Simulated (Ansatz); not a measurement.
Consider SnO.

```
Sn O
1.0
     0.00000   -4.93646    0.00000
     0.00000    0.00000   -3.80668
    11.42790    0.00000    0.00000
Sn O
6 6
Cartesian
  0.0000 -3.7894 -2.3792
  3.8093 -3.7894 -2.3792
  7.6186 -3.7894 -2.3792
  1.9047 -1.1471 -0.4758
  5.7139 -1.1471 -0.4758
  9.5232 -1.1471 -0.4758
  0.0000 -0.0006 -0.4758
  3.8093 -0.0006 -0.4758
  7.6186 -0.0006 -0.4758
  1.9047 -4.9358 -2.3792
  5.7139 -4.9358 -2.3792
  9.5232 -4.9358 -2.3792
```

Space group P4/nmm; a structure from a database of computed crystals, not necessarily the ambient phase.

All numbers below come from DFT r2SCAN, scalar-relativistic, plane waves, PAW (Ansatz 0.2.0).

**Predict the valence pseudo-density and electron localisation function between the atoms.**

Sn–O (2.22 Å): ρ is about 0.46 e/Å³ halfway; the ELF peaks at about 0.85 in the valence shell of O, 0.6 Å from its nucleus, and is about 0.20 at the midpoint: no shared electron pair shows on this line.

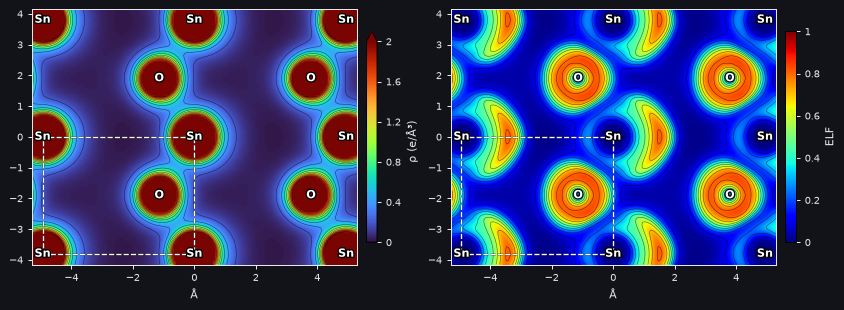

Computed valence pseudo-density and electron localisation function on the (001) plane of the calculation cell, in this order. 

The density is the valence pseudo-density of a PAW calculation; it isn't the true density close to the nuclei.
